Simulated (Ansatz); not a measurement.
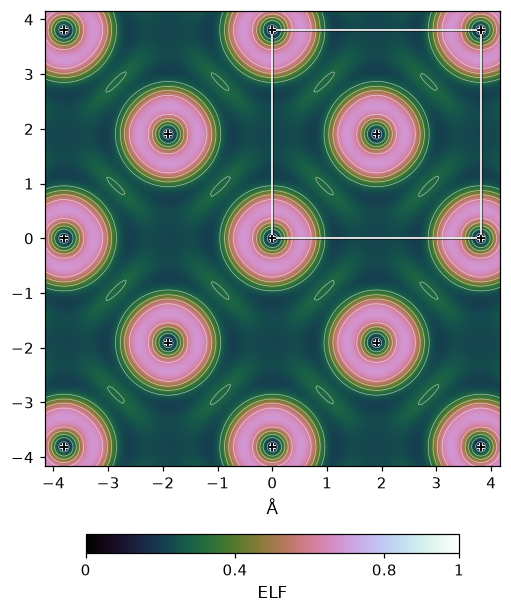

The ELF on a plane through atoms (crosses mark nuclei in the plane).

Method: DFT, PBE, PAW with Ansatz's default frozen-core files, scalar-relativistic in Ansatz 0.2.0.

Candidates:
A. GaP, a = 5.39 Å, b = 5.39 Å, c = 5.39 Å, α = 90.00°, β = 90.00°, γ = 90.00°. Space group F-43m; computed pressure about 5 GPa in this cell.
B. Ru, a = 3.81 Å, b = 3.81 Å, c = 3.81 Å, α = 90.00°, β = 90.00°, γ = 90.00°. Space group Fm-3m; a generated structure, not necessarily the stable one; computed without spin polarisation.
C. HgSe, a = 5.99 Å, b = 5.99 Å, c = 5.99 Å, α = 90.00°, β = 90.00°, γ = 90.00°. Space group F-43m; computed pressure about 8 GPa in this cell.

### Which candidate gave the map?

Candidate B: Ru on the (100) plane of the conventional cell, which holds Ru. Ru–Ru (2.69 Å): the ELF is about 0.30 at the midpoint.
